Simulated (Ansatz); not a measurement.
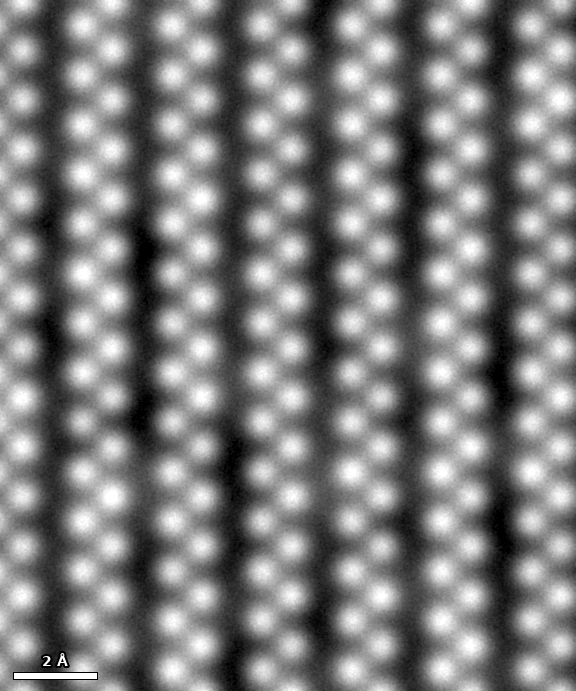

iDPC-like image of Cu (P6_3/mmc, No. 194). Simulated as the projected potential of neutral atoms (B = 0.3 Å²) blurred by a 0.51 Å probe, the thin-sample limit of integrated differential phase contrast. The display is stretched by a gamma of 0.8; percentages refer to the linear signal. Shot noise and the speckle of an amorphous layer were added. Structure: the geometry relaxed with Ansatz, DFT, PAW plane waves, r2scan, spin-orbit; the starting structure was generated, so it need not be a known form of this composition.

```cif
data_structure
_symmetry_space_group_name_H-M 'P6_3/mmc'
_symmetry_Int_Tables_number 194
_cell_length_a 2.5187
_cell_length_b 2.5187
_cell_length_c 4.1636
_cell_angle_alpha 90.000
_cell_angle_beta 90.000
_cell_angle_gamma 120.000
_cell_volume 22.88
loop_
_atom_site_label
_atom_site_type_symbol
_atom_site_symmetry_multiplicity
_atom_site_Wyckoff_symbol
_atom_site_fract_x
_atom_site_fract_y
_atom_site_fract_z
_atom_site_occupancy
Cu1 Cu 2 c 0.33333 0.66667 0.25000 1
```

Q: Which beam direction gives this image, [102], [001], [310] or [201]? (Directions equivalent by symmetry count as one.)

A: [102]. The projected cells are 1.21 × 2.18 Å, 90° for [102]; 2.52 × 2.52 Å, 120° for [001]; 0.82 × 4.16 Å, 90° for [310]; 1.60 × 2.32 Å, 110° for [201], and the image repeats as the [102] one does.
